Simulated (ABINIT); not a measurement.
**Phonons q calculation of Ca**

- system: Ca (1 atom in the cell)
- method: Kohn-Sham DFT of a periodic cell, PBE with D3(BJ), SPMS NC PBE v1.0, no spin polarisation (ABINIT 10.8.3)

The structure derives from an entry of the Crystallography Open Database.

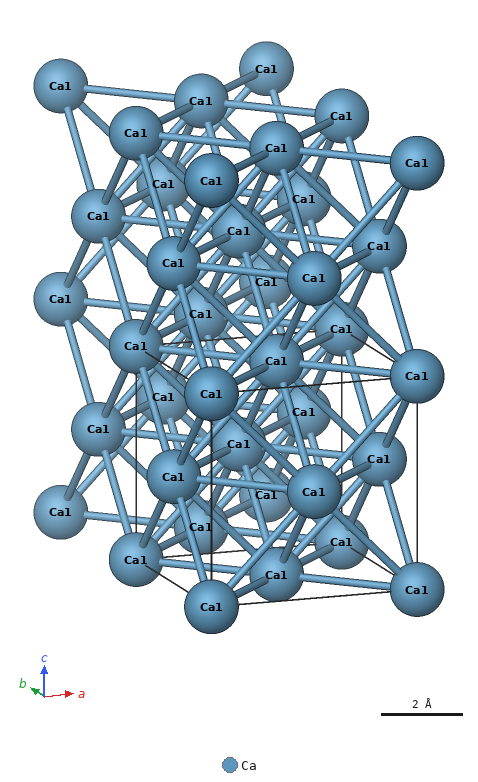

*The structure as given in the input (ball-and-stick view of the cell 4 times as large as that of the calculation, set on its symmetry axes, repeated 1 × 2 × 2, seen slightly off an axis; atoms are numbered from 1 in the order of the input).*

Near neighbours in the crystal (not all of them lie inside the picture): Ca has 12 Ca at 3.83 Å.

**Input file**
```
# Datasets
ndtset 2

# Pseudopotentials
pp_dirpath "./"
pseudos "20_Ca_10_2.3_2.7_pbe_n_v1.0.psp8"

# Structure
acell 3*1.0
rprim
     0.0000000000     5.1202486127     5.1202486127
     5.1202486127     0.0000000000     5.1202486127
     5.1202486127     5.1202486127     0.0000000000
ntypat 1
znucl 20
natom 1
typat 1
chkprim 0
chksymtnons 0
tolsym 1.0e-6
xred
            0.0            0.0            0.0

# Plane-wave basis
ecut 18.0
ecutsm 0.5

# k points
ngkpt 8 8 8
nshiftk 1
shiftk 0.0 0.0 0.0

# Exchange and correlation
ixc 11
vdw_xc 7

# Bands and occupations
nband 13
occopt 4
tsmear 0.1 eV

# SCF cycle
nstep 80

# Output
prteig 0
prtebands 0
prtwf 0
prtden 0
prtpot 0

# Dataset 1: ground state
kptopt1 1
tolvrs1 1.0e-15
prtwf1 1
tolwfr1 1.0e-14
nbdbuf1 4
nline1 6

# Dataset 2: atomic displacements at q = 0.375 0.375 0.75
rfphon2 1
rfatpol2 1 1
rfdir2 1 1 1
getwfk2 1
kptopt2 3
nqpt2 1
qpt2 3/8 3/8 3/4
tolvrs2 1.0e-8
```

Hardware: 1 thread of Arm Neoverse V1, 24 GiB of memory available, shared host.

Launched with:
```bash
abinit run.abi > log 2>&1
```

**The program's output**
```
.Version 10.8.3 of ABINIT
 DATASET    1 : space group Fm -3 m (#225); Bravais cF (face-center cubic)
================================================================================
 Values of the parameters that define the memory need for DATASET  1.
     intxc =       0    ionmov =       0      iscf =       7    lmnmax =       6
     lnmax =       6     mgfft =      30  mpssoang =       3    mqgrid =    3001
     natom =       1  nloc_mem =       1    nspden =       1   nspinor =       1
    nsppol =       1      nsym =      48    n1xccc =    2501    ntypat =       1
    occopt =       4   xclevel =       2
       mpw =         995          nfft =       27000          nkpt =          29
================================================================================
================================================================================

 DATASET    2 : space group Fm -3 m (#225); Bravais cF (face-center cubic)
================================================================================
 Values of the parameters that define the memory need for DATASET  2 (RF).
     intxc =       0      iscf =       7    lmnmax =       6     lnmax =       6
     mgfft =      30  mpssoang =       3    mqgrid =    3001     natom =       1
  nloc_mem =       1    nspden =       1   nspinor =       1    nsppol =       1
      nsym =      48    n1xccc =    2501    ntypat =       1    occopt =       4
   xclevel =       2
      nfft =       27000          nkpt =         512
================================================================================
================================================================================

--------------------------------------------------------------------------------
------------- Echo of variables that govern the present computation ------------
--------------------------------------------------------------------------------
 -outvars: echo values of preprocessed input variables --------
            acell      1.0000000000E+00  1.0000000000E+00  1.0000000000E+00 Bohr
              amu      4.00780000E+01
          chkprim           0
      chksymtnons           0
             ecut      1.80000000E+01 Hartree
           ecutsm      5.00000000E-01 Hartree
           getwfk1          0
           getwfk2          1
                       outvar_i_n : Printing only first  50 k-points.
              ixc          11
           jdtset        1    2
                       outvar_i_n : Printing only first  50 k-points.
           kptopt1          1
           kptopt2          3
         kptrlatt        8    0    0      0    8    0      0    0    8
          kptrlen      5.79290002E+01
            natom           1
            nband1         13
            nband2         13
           nbdbuf1          4
           nbdbuf2          2
           ndtset           2
            ngfft          30      30      30
             nkpt1         29
             nkpt2        512
            nline1          6
            nline2          4
             nqpt1          0
             nqpt2          1
            nstep          80
             nsym          48
           ntypat           1
                       prtocc : prtvol=0, do not print more k-points.
           occopt           4
        optdriver1          0
        optdriver2          1
           prtden           0
        prtebands           0
           prteig           0
            prtwf1          1
            prtwf2          0
              qpt1     0.00000000E+00  0.00000000E+00  0.00000000E+00
              qpt2     3.75000000E-01  3.75000000E-01  7.50000000E-01
           rfphon1          0
           rfphon2          1
            rprim      0.0000000000E+00  5.1202486127E+00  5.1202486127E+00
                       5.1202486127E+00  0.0000000000E+00  5.1202486127E+00
                       5.1202486127E+00  5.1202486127E+00  0.0000000000E+00
          spgroup         225
           tolsym      1.00000000E-06
           tolvrs1     1.00000000E-15
           tolvrs2     1.00000000E-08
           tolwfr1     1.00000000E-14
           tolwfr2     0.00000000E+00
           tsmear      3.67493222E-03 Hartree
            typat      1
           vdw_xc           7
                       outvars : Printing only first  50 k-points.
            znucl       20.00000

================================================================================

 chkinp: Checking input parameters for consistency, jdtset=   1.

 chkinp: Checking input parameters for consistency, jdtset=   2.

================================================================================
== DATASET  1 ==================================================================

--- !DatasetInfo
iteration_state: {dtset: 1, }
dimensions: {natom: 1, nkpt: 29, mband: 13, nsppol: 1, nspinor: 1, nspden: 1, mpw: 995, }
cutoff_energies: {ecut:  18.0, pawecutdg:  -1.0, }
electrons: {nelect:   1.00000000E+01, charge:   0.00000000E+00, occopt:   4.00000000E+00, tsmear:   3.67493222E-03, }
meta: {optdriver: 0, ionmov: 0, optcell: 0, iscf: 7, paral_kgb: 0, }
...

 Exchange-correlation functional for the present dataset will be:
  GGA: Perdew-Burke-Ernzerhof functional - ixc=11
  J.P.Perdew, K.Burke, M.Ernzerhof, PRL 77, 3865 (1996)

 Real(R)+Recip(G) space primitive vectors, cartesian coordinates (Bohr,Bohr^-1):
 R(1)=  0.0000000  5.1202486  5.1202486  G(1)= -0.0976515  0.0976515  0.0976515
 R(2)=  5.1202486  0.0000000  5.1202486  G(2)=  0.0976515 -0.0976515  0.0976515
 R(3)=  5.1202486  5.1202486  0.0000000  G(3)=  0.0976515  0.0976515 -0.0976515
 Unit cell volume ucvol=  2.6847456E+02 bohr^3
 Angles (23,13,12)=  6.00000000E+01  6.00000000E+01  6.00000000E+01 degrees

 getcut: wavevector=  0.0000  0.0000  0.0000  ngfft=  30  30  30
         ecut(hartree)=     18.000   => boxcut(ratio)=   2.17168

--- Pseudopotential description ------------------------------------------------
- pspini: atom type   1  psp file is ./20_Ca_10_2.3_2.7_pbe_n_v1.0.psp8
  20.00000  10.00000    220129                znucl, zion, pspdat
    8   11    2    4       400   0.00000      pspcod,pspxc,lmax,lloc,mmax,r2well
    3.99000000000000    6.00000000000000    0.00000000000000   rchrg,fchrg,qchrg
     nproj     2     2     2
     extension_switch     1

   2.17532738E+02                                ecore*ucvol(ha*bohr**3)
--------------------------------------------------------------------------------

================================================================================

--- !BeginCycle
iteration_state: {dtset: 1, }
solver: {iscf: 7, nstep: 80, nline: 6, wfoptalg: 0, }
tolerances: {tolwfr: 1.00E-14, tolvrs: 1.00E-15, }
...

     iter   Etot(hartree)      deltaE(h)  residm     vres2
 ETOT  1  -38.798012167099    -3.880E+01 2.685E-02 2.375E+01
 ETOT  2  -38.810492603473    -1.248E-02 1.719E-06 4.050E-01
 ETOT  3  -38.810662458083    -1.699E-04 1.175E-05 7.921E-02
 ETOT  4  -38.810676768610    -1.431E-05 1.211E-06 5.242E-04
 ETOT  5  -38.810676891375    -1.228E-07 4.240E-09 1.886E-05
 ETOT  6  -38.810676894974    -3.599E-09 3.597E-10 4.123E-07
 ETOT  7  -38.810676895057    -8.336E-11 8.490E-12 2.271E-09
 ETOT  8  -38.810676895057     3.411E-13 1.826E-14 1.656E-11
 ETOT  9  -38.810676895058    -9.024E-13 7.330E-15 5.896E-13
 ETOT 10  -38.810676895057     9.805E-13 6.975E-15 3.507E-14
 ETOT 11  -38.810676895057    -2.842E-14 6.900E-15 1.342E-15
 ETOT 12  -38.810676895058    -5.258E-13 6.882E-15 6.030E-20

 At SCF step   12  max residual=  6.88E-15 < tolwfr=  1.00E-14 AND vres2   =  6.03E-20 < tolvrs=  1.00E-15 =>converged.

 Cartesian components of stress tensor (hartree/bohr^3)
  sigma(1 1)= -1.65641963E-06  sigma(3 2)=  0.00000000E+00
  sigma(2 2)= -1.65641963E-06  sigma(3 1)=  0.00000000E+00
  sigma(3 3)= -1.65641963E-06  sigma(2 1)=  0.00000000E+00

--- !ResultsGS
iteration_state: {dtset: 1, }
comment   : Summary of ground state results
lattice_vectors:
- [  0.0000000,   5.1202486,   5.1202486, ]
- [  5.1202486,   0.0000000,   5.1202486, ]
- [  5.1202486,   5.1202486,   0.0000000, ]
lattice_lengths: [   7.24113,    7.24113,    7.24113, ]
lattice_angles: [ 60.000,  60.000,  60.000, ] # degrees, (23, 13, 12)
lattice_volume:   2.6847456E+02
convergence: {deltae: -5.258E-13, res2:  6.030E-20, residm:  6.882E-15, diffor: null, }
etotal    :  -3.88106769E+01
entropy   :   0.00000000E+00
fermie    :   1.16942302E-01
cartesian_stress_tensor: # hartree/bohr^3
- [ -1.65641963E-06,   0.00000000E+00,   0.00000000E+00, ]
- [  0.00000000E+00,  -1.65641963E-06,   0.00000000E+00, ]
- [  0.00000000E+00,   0.00000000E+00,  -1.65641963E-06, ]
pressure_GPa:   4.8734E-02
xred      :
- [  0.0000E+00,   0.0000E+00,   0.0000E+00, Ca]
cartesian_forces: # hartree/bohr
- [ -0.00000000E+00,  -0.00000000E+00,  -0.00000000E+00, ]
force_length_stats: {min:   0.00000000E+00, max:   0.00000000E+00, mean:   0.00000000E+00, }
...

 Integrated electronic density in atomic spheres:
 ------------------------------------------------
 Atom  Sphere_radius  Integrated_density
    1        2.00000          7.56471843
================================================================================

 ----iterations are completed or convergence reached----

 Mean square residual over all n,k,spin=   21.258E-16; max=  68.824E-16
 reduced coordinates (array xred) for    1 atoms
       0.000000000000      0.000000000000      0.000000000000
 rms dE/dt=  0.0000E+00; max dE/dt=  0.0000E+00; dE/dt below (all hartree)
    1       0.000000000000      0.000000000000      0.000000000000

 cartesian coordinates (angstrom) at end:
    1      0.00000000000000     0.00000000000000     0.00000000000000

 cartesian forces (hartree/bohr) at end:
    1     -0.00000000000000    -0.00000000000000    -0.00000000000000
 frms,max,avg= 0.0000000E+00 0.0000000E+00   0.000E+00  0.000E+00  0.000E+00 h/b

 cartesian forces (eV/Angstrom) at end:
    1     -0.00000000000000    -0.00000000000000    -0.00000000000000
 frms,max,avg= 0.0000000E+00 0.0000000E+00   0.000E+00  0.000E+00  0.000E+00 e/A
 length scales=  1.000000000000  1.000000000000  1.000000000000 bohr
              =  0.529177210544  0.529177210544  0.529177210544 angstroms
 Fermi (or HOMO) energy (hartree) =   0.11694   Average Vxc (hartree)=  -0.29292
 Eigenvalues (hartree) for nkpt=  29  k points:
 kpt#   1, nband= 13, wtk=  0.00195, kpt=  0.0000  0.0000  0.0000 (reduced coord)
  -1.42303   -0.72084   -0.72084   -0.72084   -0.03253    0.20654    0.20654    0.20654
   0.24812    0.24812    0.46311    0.54317    0.54317
      occupation numbers for kpt#   1
   2.00000    2.00000    2.00000    2.00000    2.00000    0.00000    0.00000    0.00000
   0.00000    0.00000    0.00000    0.00000    0.00000
 prteigrs : prtvol=0 or 1, do not print more k-points.

--- !EnergyTerms
iteration_state     : {dtset: 1, }
comment             : Components of total free energy in Hartree
kinetic             :  1.25473683734906E+01
hartree             :  9.67246018321359E+00
xc                  : -7.40145957765374E+00
Ewald energy        : -2.23859348486603E+01
psp_core            :  8.10254562078465E-01
local_psp           : -3.05448892798986E+01
non_local_psp       : -1.49953124567986E+00
VdWaals_dft_d       : -8.94063237592116E-03
internal            : -3.88106724654858E+01
'-kT*entropy'       : -4.42957180547219E-06
total_energy        : -3.88106768950576E+01
total_energy_eV     : -1.05609231945938E+03
band_energy         : -7.04676047585724E+00
...

 Cartesian components of stress tensor (hartree/bohr^3)
  sigma(1 1)= -1.65641963E-06  sigma(3 2)=  0.00000000E+00
  sigma(2 2)= -1.65641963E-06  sigma(3 1)=  0.00000000E+00
  sigma(3 3)= -1.65641963E-06  sigma(2 1)=  0.00000000E+00

-Cartesian components of stress tensor (GPa)         [Pressure=  4.8734E-02 GPa]
- sigma(1 1)= -4.87335480E-02  sigma(3 2)=  0.00000000E+00
- sigma(2 2)= -4.87335480E-02  sigma(3 1)=  0.00000000E+00
- sigma(3 3)= -4.87335480E-02  sigma(2 1)=  0.00000000E+00

================================================================================
== DATASET  2 ==================================================================

--- !DatasetInfo
iteration_state: {dtset: 2, }
dimensions: {natom: 1, nkpt: 512, mband: 13, nsppol: 1, nspinor: 1, nspden: 1, mpw: 995, }
cutoff_energies: {ecut:  18.0, pawecutdg:  -1.0, }
electrons: {nelect:   1.00000000E+01, charge:   0.00000000E+00, occopt:   4.00000000E+00, tsmear:   3.67493222E-03, }
meta: {optdriver: 1, rfphon: 1, }
...

 mkfilename : getwfk/=0, take file _WFK from output of DATASET   1.

 Exchange-correlation functional for the present dataset will be:
  GGA: Perdew-Burke-Ernzerhof functional - ixc=11
  J.P.Perdew, K.Burke, M.Ernzerhof, PRL 77, 3865 (1996)

 Real(R)+Recip(G) space primitive vectors, cartesian coordinates (Bohr,Bohr^-1):
 R(1)=  0.0000000  5.1202486  5.1202486  G(1)= -0.0976515  0.0976515  0.0976515
 R(2)=  5.1202486  0.0000000  5.1202486  G(2)=  0.0976515 -0.0976515  0.0976515
 R(3)=  5.1202486  5.1202486  0.0000000  G(3)=  0.0976515  0.0976515 -0.0976515
 Unit cell volume ucvol=  2.6847456E+02 bohr^3
 Angles (23,13,12)=  6.00000000E+01  6.00000000E+01  6.00000000E+01 degrees
 setup1 : take into account q-point for computing boxcut.

 getcut: wavevector=  0.3750  0.3750  0.7500  ngfft=  30  30  30
         ecut(hartree)=     18.000   => boxcut(ratio)=   2.06334
--------------------------------------------------------------------------------

 ==>  initialize data related to q vector <==

 The list of irreducible perturbations for this q vector is:
    1)    idir= 1    ipert=   1
    2)    idir= 3    ipert=   1

================================================================================

 The perturbation idir=   2  ipert=   1 is
 symmetric of a previously calculated perturbation.
 So, its SCF calculation is not needed.

--------------------------------------------------------------------------------
 Perturbation wavevector (in red.coord.)   0.375000  0.375000  0.750000
 Perturbation : displacement of atom   1   along direction   1
 The set of symmetries contains only one element for this perturbation.
 symkpt : not enough symmetry to change the number of k points.

--------------------------------------------------------------------------------

--------------------------------------------------------------------------------

 dfpt_looppert : total number of electrons, from k and k+q
  fully or partially occupied states are    1.000000E+01 and    1.000000E+01.
 Initialisation of the first-order wave-functions :
  ireadwf=   0

--- !BeginCycle
iteration_state: {dtset: 2, }
solver: {iscf: 7, nstep: 80, nline: 4, wfoptalg: 0, }
tolerances: {tolvrs: 1.00E-08, }
...

     iter   2DEtotal(Ha)        deltaE(Ha) residm    vres2
-ETOT  1   6.5590785681272     -1.491E+03 4.839E+00 1.397E+04
 ETOT  2   2.0709123114141     -4.488E+00 2.385E-01 2.928E+02
 ETOT  3   1.8420394409998     -2.289E-01 2.351E-02 3.296E+01
 ETOT  4   1.8289443487206     -1.310E-02 1.787E-02 2.033E+00
 ETOT  5   1.8272046894431     -1.740E-03 3.886E-03 1.324E-02
 ETOT  6   1.8272002006181     -4.489E-06 1.889E-03 1.084E-03
 ETOT  7   1.8271998695725     -3.310E-07 5.489E-04 1.986E-05
 ETOT  8   1.8271998588386     -1.073E-08 2.760E-04 1.166E-06
 ETOT  9   1.8271998581374     -7.012E-10 8.348E-05 7.113E-08
 ETOT 10   1.8271998581124     -2.501E-11 4.195E-05 3.289E-09

 At SCF step   10       vres2   =  3.29E-09 < tolvrs=  1.00E-08 =>converged.
================================================================================

 ----iterations are completed or convergence reached----

 Mean square residual over all n,k,spin=   95.065E-10; max=  41.955E-06

 2DEtotal=    0.1827199858E+01 Ha. Also 2DEtotal=    0.497206410877E+02 eV
    (2DErelax=   -1.4961679501E+03 Ha. 2DEnonrelax=    1.4979951499E+03 Ha)
    (  non-var. 2DEtotal :    1.8272045099E+00 Ha)

--------------------------------------------------------------------------------
 Perturbation wavevector (in red.coord.)   0.375000  0.375000  0.750000
 Perturbation : displacement of atom   1   along direction   3
 Found     4 symmetries that leave the perturbation invariant.
 symkpt : the number of k-points, thanks to the symmetries,
 is reduced to   164 .

--------------------------------------------------------------------------------

--------------------------------------------------------------------------------

 dfpt_looppert : total number of electrons, from k and k+q
  fully or partially occupied states are    1.000000E+01 and    1.000000E+01.
 Initialisation of the first-order wave-functions :
  ireadwf=   0

--- !BeginCycle
iteration_state: {dtset: 2, }
solver: {iscf: 7, nstep: 80, nline: 4, wfoptalg: 0, }
tolerances: {tolvrs: 1.00E-08, }
...

     iter   2DEtotal(Ha)        deltaE(Ha) residm    vres2
-ETOT  1   6.7623436009288     -1.488E+03 4.525E+00 1.519E+04
 ETOT  2   1.8799251924148     -4.882E+00 1.684E-01 3.181E+02
 ETOT  3   1.6592811572185     -2.206E-01 1.277E-02 2.686E+01
 ETOT  4   1.6475323760363     -1.175E-02 1.172E-02 1.669E+00
 ETOT  5   1.6458718925367     -1.660E-03 2.146E-03 2.405E-02
 ETOT  6   1.6458645338797     -7.359E-06 1.493E-03 2.105E-03
 ETOT  7   1.6458639333253     -6.006E-07 2.802E-04 3.586E-05
 ETOT  8   1.6458639184646     -1.486E-08 1.891E-04 1.095E-06
 ETOT  9   1.6458639180072     -4.575E-10 3.929E-05 3.289E-08
 ETOT 10   1.6458639179312     -7.594E-11 2.449E-05 4.413E-10

 At SCF step   10       vres2   =  4.41E-10 < tolvrs=  1.00E-08 =>converged.
================================================================================

 ----iterations are completed or convergence reached----

 Mean square residual over all n,k,spin=   18.916E-09; max=  24.494E-06

 2DEtotal=    0.1645863918E+01 Ha. Also 2DEtotal=    0.447862387792E+02 eV
    (2DErelax=   -1.4934134081E+03 Ha. 2DEnonrelax=    1.4950592720E+03 Ha)
    (  non-var. 2DEtotal :    1.6458628236E+00 Ha)

================================================================================

 ---- first-order wavefunction calculations are completed ----

 ==> Compute Derivative Database <==

  Dynamical matrix, in cartesian coordinates,
   if specified in the inputs, asr has been imposed
     j1       j2             matrix element
  dir pert dir pert     real part    imaginary part

   1    1   1    1         0.0263356916        -0.0000000002
   1    1   2    1         0.0050536020         0.0000000002

   2    1   1    1         0.0050536020         0.0000000002
   2    1   2    1         0.0263356916        -0.0000000002

   3    1   3    1         0.0433956083        -0.0000000000

  Phonon wavevector (reduced coordinates) :  0.37500  0.37500  0.75000
 Phonon energies in Hartree :
   5.397269E-04  6.554774E-04  7.707079E-04
 Phonon frequencies in cm-1    :
   1.184564E+02  1.438607E+02  1.691508E+02

== END DATASET(S) ==============================================================
================================================================================

 -outvars: echo values of variables after computation  --------
            acell      1.0000000000E+00  1.0000000000E+00  1.0000000000E+00 Bohr
           etotal1    -3.8810676895E+01
           etotal2     1.6458639179E+00
            fcart1    -0.0000000000E+00 -0.0000000000E+00 -0.0000000000E+00
            fcart2     0.0000000000E+00  0.0000000000E+00  0.0000000000E+00
            rprim      0.0000000000E+00  5.1202486127E+00  5.1202486127E+00
                       5.1202486127E+00  0.0000000000E+00  5.1202486127E+00
                       5.1202486127E+00  5.1202486127E+00  0.0000000000E+00
           strten1    -1.6564196298E-06 -1.6564196298E-06 -1.6564196298E-06
                       0.0000000000E+00  0.0000000000E+00  0.0000000000E+00
           strten2     0.0000000000E+00  0.0000000000E+00  0.0000000000E+00
                       0.0000000000E+00  0.0000000000E+00  0.0000000000E+00
 Calculation completed.
```

**Results in brief**

- outcome: converged
- space group (tolerance 0.01 Å): Fm-3m (225)
- electrons treated: 10
- free energy: −1056.0923 eV
- Fermi energy of the self-consistent step: 3.182 eV
- gap on the k-point mesh: none (metallic)
- pressure: 0.05 GPa
- largest force (length of the vector): under 0.001 eV/Å
- wall time: 4.5 min
- peak memory: 0.38 GiB

**Remarks**

Further notes kept with the run: chneut/=0 not allowed with q/=0 => chneut reset to 0 locally; asr/=0 not allowed with q/=0 => asr reset to 0 locally.
